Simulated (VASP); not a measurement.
# Geometry relaxation of Mg

Mg (2 atoms in the cell), computed with Kohn-Sham DFT of a periodic cell, PBEsol, VASP PAW PBE potentials, recommended, no spin polarisation (VASP 6.6.1).

The structure derives from an entry of the Crystallography Open Database.

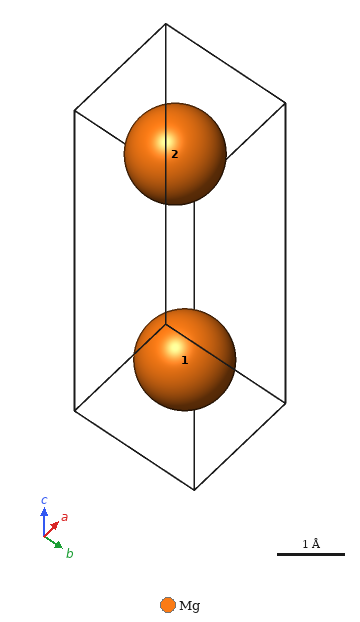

*The structure as given in the input (spheres-only view of the cell of the calculation, seen at an oblique angle; atoms are numbered from 1 in the order of the input). An atom can appear more than once, as a periodic image.*

INCAR
```
ALGO = Fast
EDIFF = 1E-7
EDIFFG = -0.01
ENCUT = 600
GGA = PS
IBRION = 2
ISIF = 4
ISMEAR = 1
LASPH = True
LCHARG = False
LREAL = False
LWAVE = False
NELM = 80
NSW = 40
PREC = Accurate
SIGMA = 0.1
```

KPOINTS
```
k-points
0
Gamma
  15 15 7
```

POSCAR
```
Mg                                      
1.0
    3.1730847242      0.0000000000      0.0000000000
   -1.5865423621      2.7479719795      0.0000000000
    0.0000000000      0.0000000000      5.0548457590
  Mg            
     2
Direct
     0.3333333332999970    0.6666666667000030    0.2500000000000000
     0.6666666667000030    0.3333333332999970    0.7500000000000000
```

Hardware: 1 thread of Intel Xeon @ 2.90GHz (Ice Lake), 64 GiB of memory available, shared host.

Command:
```bash
cat potpaw_PBE.64/Mg/POTCAR > POTCAR
mpirun -np 1 vasp_std > vasp.out
```

OSZICAR
```
N       E                     dE             d eps       ncg     rms          rms(c)
DAV:   1     0.120962991891E+00    0.12096E+00   -0.14743E+03  1296   0.538E+02
DAV:   2    -0.344243596199E+01   -0.35634E+01   -0.34315E+01  1782   0.327E+01
DAV:   3    -0.346877585957E+01   -0.26340E-01   -0.26257E-01  1818   0.370E+00
DAV:   4    -0.346885704588E+01   -0.81186E-04   -0.81189E-04  1794   0.177E-01
DAV:   5    -0.346885754810E+01   -0.50221E-06   -0.50179E-06  1842   0.108E-02    0.959E-01
RMM:   6    -0.345822345394E+01    0.10634E-01   -0.44648E-04  1296   0.228E-01    0.610E-01
RMM:   7    -0.344873568763E+01    0.94878E-02   -0.20157E-03  1296   0.459E-01    0.303E-02
RMM:   8    -0.344874746044E+01   -0.11773E-04   -0.90717E-05  1296   0.109E-01    0.651E-03
RMM:   9    -0.344874781874E+01   -0.35829E-06   -0.65266E-06  1296   0.257E-02    0.709E-04
RMM:  10    -0.344874785894E+01   -0.40208E-07   -0.10162E-06  1282   0.906E-03    0.469E-04
RMM:  11    -0.344874785803E+01    0.91275E-09   -0.14244E-07  1120   0.377E-03
   1 F= -.34487479E+01 E0= -.34486005E+01  d E =-.344875E+01
```

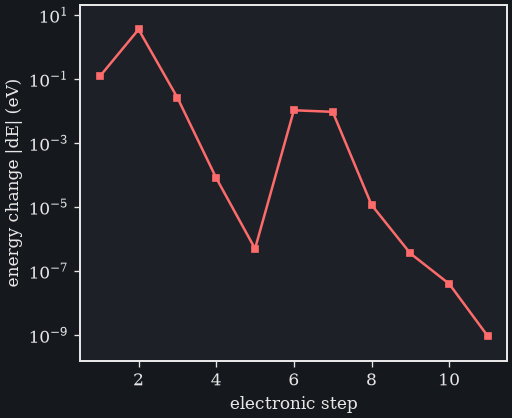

*Convergence of the self-consistent field: energy change |dE| against the electronic step.*

It takes 11 electronic steps. The density is held fixed in the first few steps, and dE rises again when its update begins.

Parts of OUTCAR
```
EDIFF = 1E-7
   EDIFFG = -0.01
   ENCUT = 600
   GGA = PS
   IBRION = 2
   ISIF = 4
   ISMEAR = 1
   LASPH = True
   LREAL = False
   NELM = 80
   NSW = 40
   PREC = Accurate

 ion  position               nearest neighbor table
   1  0.333  0.667  0.250-   2 3.12   2 3.12   2 3.12   2 3.12   2 3.12   2 3.12
   2  0.667  0.333  0.750-   1 3.12   1 3.12   1 3.12   1 3.12   1 3.12   1 3.12

  LATTYP: Found a hexagonal cell.
 ALAT       =     3.1730847242
 C/A-ratio  =     1.5930383833

  Lattice vectors:

 A1 = (   3.1730847242,   0.0000000000,   0.0000000000)
 A2 = (  -1.5865423621,   2.7479719795,   0.0000000000)
 A3 = (   0.0000000000,   0.0000000000,   5.0548457590)

Analysis of symmetry for initial positions (statically):
=====================================================================
 Subroutine PRICEL returns:
 Original cell was already a primitive cell.

 Routine SETGRP: Setting up the symmetry group for a
 hexagonal supercell.

 Subroutine GETGRP returns: Found 24 space group operations
 (whereof 12 operations were pure point group operations)
 out of a pool of 24 trial point group operations.

The static configuration has the point symmetry D_3d.
 The point group associated with its full space group is D_6h.

Analysis of symmetry for dynamics (positions and initial velocities):
=====================================================================
 Subroutine PRICEL returns:
 Original cell was already a primitive cell.

 Routine SETGRP: Setting up the symmetry group for a
 hexagonal supercell.

 Subroutine GETGRP returns: Found 24 space group operations
 (whereof 12 operations were pure point group operations)
 out of a pool of 24 trial point group operations.

The dynamic configuration has the point symmetry D_3d.
 The point group associated with its full space group is D_6h.

 Subroutine INISYM returns: Found 24 space group operations
 (whereof 12 operations are pure point group operations),
 and found     1 'primitive' translations

----------------------------------------------------------------------------------------

                                     Primitive cell

  volume of cell :      44.0760

  direct lattice vectors                    reciprocal lattice vectors
     3.173084724  0.000000000  0.000000000     0.315150740  0.181952365  0.000000000
    -1.586542362  2.747971979  0.000000000     0.000000000  0.363904730  0.000000000
     0.000000000  0.000000000  5.054845759     0.000000000  0.000000000  0.197829973

  length of vectors
     3.173084724  3.173084724  5.054845759     0.363904730  0.363904730  0.197829973

  position of ions in fractional coordinates (direct lattice)
     0.333333333  0.666666667  0.250000000
     0.666666667  0.333333333  0.750000000

  ion indices of the primitive-cell ions
   primitive index   ion index
                 1           1
                 2           2

----------------------------------------------------------------------------------------

 KPOINTS: k-points

Automatic generation of k-mesh.
 Grid dimensions read from file:
 generate k-points for:   15   15    7

 Generating k-lattice:

  Cartesian coordinates                     Fractional coordinates (reciprocal lattice)
     0.021010049  0.012130158  0.000000000     0.066666667 -0.000000000  0.000000000
     0.000000000  0.024260315  0.000000000     0.000000000  0.066666667  0.000000000
     0.000000000  0.000000000  0.028261425     0.000000000  0.000000000  0.142857143

  Length of vectors
     0.024260315  0.024260315  0.028261425

  Shift w.r.t. Gamma in fractional coordinates (k-lattice)
     0.000000000  0.000000000  0.000000000

 Subroutine IBZKPT returns following result:
 ===========================================

 Found    108 irreducible k-points:

 Following reciprocal coordinates:
            Coordinates               Weight
  0.000000  0.000000  0.000000      1.000000
  0.066667  0.000000  0.000000      6.000000
  0.133333  0.000000  0.000000      6.000000
  0.200000 -0.000000  0.000000      6.000000
  0.266667  0.000000  0.000000      6.000000
  0.333333 -0.000000  0.000000      6.000000
  0.400000 -0.000000  0.000000      6.000000
  0.466667  0.000000  0.000000      6.000000
  0.066667  0.066667  0.000000      6.000000
  0.133333  0.066667  0.000000     12.000000
  0.200000  0.066667  0.000000     12.000000
  0.266667  0.066667  0.000000     12.000000
  0.333333  0.066667  0.000000     12.000000
  0.400000  0.066667  0.000000     12.000000
  0.466667  0.066667  0.000000      6.000000
  0.133333  0.133333  0.000000      6.000000
  0.200000  0.133333  0.000000     12.000000
  0.266667  0.133333  0.000000     12.000000
  0.333333  0.133333  0.000000     12.000000
  0.400000  0.133333  0.000000     12.000000
  0.200000  0.200000  0.000000      6.000000
  0.266667  0.200000  0.000000     12.000000
  0.333333  0.200000  0.000000     12.000000
  0.400000  0.200000  0.000000      6.000000
 [... further k-points ...]
   k-points           NKPTS =    108   k-points in BZ     NKDIM =    108   number of bands    NBANDS=      6
   number of dos      NEDOS =    301   number of ions     NIONS =      2
   total plane-waves  NPLWV =  31360
   dimension x,y,z NGX =    28 NGY =   28 NGZ =   40
   dimension x,y,z NGXF=    56 NGYF=   56 NGZF=   80
   ions per type =               2
   NGX,Y,Z   is equivalent  to a cutoff of  14.67, 14.67, 13.16 a.u.
   NGXF,Y,Z  is equivalent  to a cutoff of  29.34, 29.34, 26.31 a.u.
 SYSTEM =  unknown system
   PREC   = accura    normal or accurate (medium, high low for compatibility)
   ISTART =      0    job   : 0-new  1-cont  2-samecut
   ICHARG =      2    charge: 1-file 2-atom 10-const
   ISPIN  =      1    spin polarized calculation?
   LNONCOLLINEAR =      F non collinear calculations
   LSORBIT =      F    spin-orbit coupling
   LASPH  =      T    aspherical Exc in radial PAW
   ENCUT  =  600.0 eV  44.10 Ry    6.64 a.u.   6.34  6.34 10.10*2*pi/ulx,y,z
   NELM   =     80;   NELMIN=  2; NELMDL= -5     # of ELM steps
   EDIFF  = 0.1E-06   stopping-criterion for ELM
   LREAL  =      F    real-space projection
   EDIFFG = -.1E-01   stopping-criterion for IOM
   NSW    =     40    number of steps for IOM
   IBRION =      2    ionic relax: 0-MD 1-quasi-New 2-CG
   NFREE  =      1    steps in history (QN), initial steepest desc. (CG)
   ISIF   =      4    stress and relaxation
   ISYM   =      2    0-nonsym 1-usesym 2-fastsym
   POTIM  = 0.5000    time-step for ionic-motion
   TEBEG  =    0.0;   TEEND  =   0.0 temperature during run
   PSTRESS=    0.0 pullay stress
   NELECT =       4.0000    total number of electrons
   NUPDOWN=      -1.0000    fix difference up-down
   EMIN   =  10.00;   EMAX   =-10.00  energy-range for DOS
   EFERMI =   0.00;   METHOD = LEGACY
   ISMEAR =     1;   SIGMA  =   0.10  broadening in eV -4-tet -1-fermi 0-gaus
   EFERMI_NEDOS =   21; number of points for ismear=-14 and -15
   IALGO  =     68    algorithm
   IMIX   =      4    mixing-type and parameters
     AMIX     =   0.40;   BMIX     =  1.00
     AMIX_MAG =   1.60;   BMIX_MAG =  1.00
  volume/ion in A,a.u.               =      22.04       148.72
  Fermi-wavevector in a.u.,A,eV,Ry     =   0.735689  1.390250  7.363992  0.541238
  Thomas-Fermi vector in A             =   1.828946
   LORBIT       =      0    0 simple, 1 ext, 2 COOP (PROOUT), +10 PAW based schemes
   GGA     = PS    functional components
   LHFCALC =     F    Hartree Fock is set to
   AEXX    =    0.0000 exact exchange contribution
   IVDW    =     0    specifies the selected vdW correction
   LEPSILON=     F    determine dielectric tensor
   LRPA    =     F    only Hartree local field effects (RPA)
 conjugate gradient relaxation of ions
 non-spin polarized calculation
 RMM-DIIS sequential band-by-band and
 Methfessel and Paxton  Order N= 1 SIGMA  =   0.10
  energy-cutoff  :      600.00
  volume of cell :       44.08
 maximum number of plane-waves:      1490
 NGX is ok and might be reduce to    28
   NGX = 13   NGY = 13   NGZ = 21

 number of electron       4.0000000 magnetization

 Free energy of the ion-electron system (eV)
  ---------------------------------------------------
  ext. energy  EPLUGINS =         0.00000000
  ---------------------------------------------------
  free energy    TOTEN  =        -3.44874786 eV

  energy without entropy =       -3.44830567  energy(sigma->0) =       -3.44860046

 E-fermi :   2.7656     XC(G=0):  -8.6625     alpha+bet : -7.7586

 val. band max:        2.7501771126   @ k =   0.4000   0.0667   0.2857
 cond. band min:       2.7921118146   @ k =   0.3333   0.1333   0.0000
 fundamental gap:      0.0419347020
 Fermi energy:         2.7655706150

 k-point     1 :       0.0000    0.0000    0.0000
  band No.  band energies     occupation
      1      -4.2999      2.00000
      2       1.1583      2.00000
      3       1.7494      2.00000
      4      13.7665      0.00000
      5      13.7694      0.00000
      6      13.9219      0.00000

 k-point     2 :       0.0667    0.0000    0.0000
  band No.  band energies     occupation
      1      -4.2111      2.00000
      2       1.2388      2.00000
      3       1.8352      2.00000
      4      12.0141      0.00000
      5      12.8112      0.00000
      6      13.6504      0.00000

 k-point     3 :       0.1333    0.0000    0.0000
  band No.  band energies     occupation
      1      -3.9452      2.00000
      2       1.4805      2.00000
      3       2.0899      2.00000
      4       9.9505      0.00000
      5      11.9264      0.00000
      6      12.6914      0.00000

 k-point     4 :       0.2000   -0.0000    0.0000
  band No.  band energies     occupation
      1      -3.5038      2.00000
      2       1.8838      2.00000
      3       2.5047      2.00140
      4       7.9778      0.00000
      5      11.1888      0.00000
      6      11.6781      0.00000

 k-point     5 :       0.2667    0.0000    0.0000
  band No.  band energies     occupation
      1      -2.8894      2.00000
      2       2.4489      2.00007
      3       3.0484     -0.00047
      4       6.1660      0.00000
      5      10.5998      0.00000
      6      10.6257      0.00000

 [... the levels of 18 k-points are left out ...]

 k-point    24 :       0.4000    0.2000    0.0000
  band No.  band energies     occupation
      1       1.1016      2.00000
      2       1.1435      2.00000
      3       4.6711     -0.00000
      4       6.0883      0.00000
      5       6.4395      0.00000
      6       6.8214      0.00000

 [... further k-points ...]

------------------------ aborting loop because EDIFF is reached ----------------------------------------

  FORCE on cell =-STRESS in cart. coord.  units (eV):
  Direction    XX          YY          ZZ          XY          YZ          ZX
  --------------------------------------------------------------------------------------
  -------------------------------------------------------------------------------------
  Total        0.2184403      0.2184403      0.2194021      0.0000000      0.0000000      0.0000000
  in kB        7.9403850      7.9403850      7.9753457      0.0000000      0.0000000      0.0000000
  external PRESSURE =       7.9520386 kB  Pullay stress =       0.0000000 kB

 VOLUME and BASIS-vectors are now :
 -----------------------------------------------------------------------------
  energy-cutoff  :      600.00
  volume of cell :       44.08
      direct lattice vectors                 reciprocal lattice vectors
     3.173084724  0.000000000  0.000000000     0.315150740  0.181952365  0.000000000
    -1.586542362  2.747971979  0.000000000     0.000000000  0.363904730  0.000000000
     0.000000000  0.000000000  5.054845759     0.000000000  0.000000000  0.197829973

 POSITION                                       TOTAL-FORCE (eV/Angst)
 -----------------------------------------------------------------------------------
     -0.00000      1.83198      1.26371         0.000000      0.000000      0.000000
      1.58654      0.91599      3.79113        -0.000000     -0.000000      0.000000
 -----------------------------------------------------------------------------------
    total drift:                                0.000000     -0.000000      0.000000

  FREE ENERGIE OF THE ION-ELECTRON SYSTEM (eV)
  ---------------------------------------------------
  free  energy   TOTEN  =        -3.4487478580 eV

  energy  without entropy=       -3.4483056692  energy(sigma->0) =       -3.44860046

 reached required accuracy - stopping structural energy minimisation
```

CONTCAR
```
Mg
   1.00000000000000
     3.1730847242000002    0.0000000000000000    0.0000000000000000
    -1.5865423621000001    2.7479719794999999    0.0000000000000000
     0.0000000000000000    0.0000000000000000    5.0548457590000000
  Mg
     2
Direct
     0.3333333332999970    0.6666666667000030    0.2500000000000000
     0.6666666667000030    0.3333333332999970    0.7500000000000000

  0.00000000E+00  0.00000000E+00  0.00000000E+00
  0.00000000E+00  0.00000000E+00  0.00000000E+00
```

Results in brief

- outcome: converged
- space group (tolerance 0.01 Å): P6₃/mmc (194)
- electrons treated: 4
- free energy: −3.4487 eV
- gap on the k-point mesh: none (metallic)
- pressure: 0.80 GPa
- final volume: 44.08 Å³
- largest force (length of the vector): under 0.001 eV/Å
- wall time: 28 s
- peak memory: 0.19 GiB
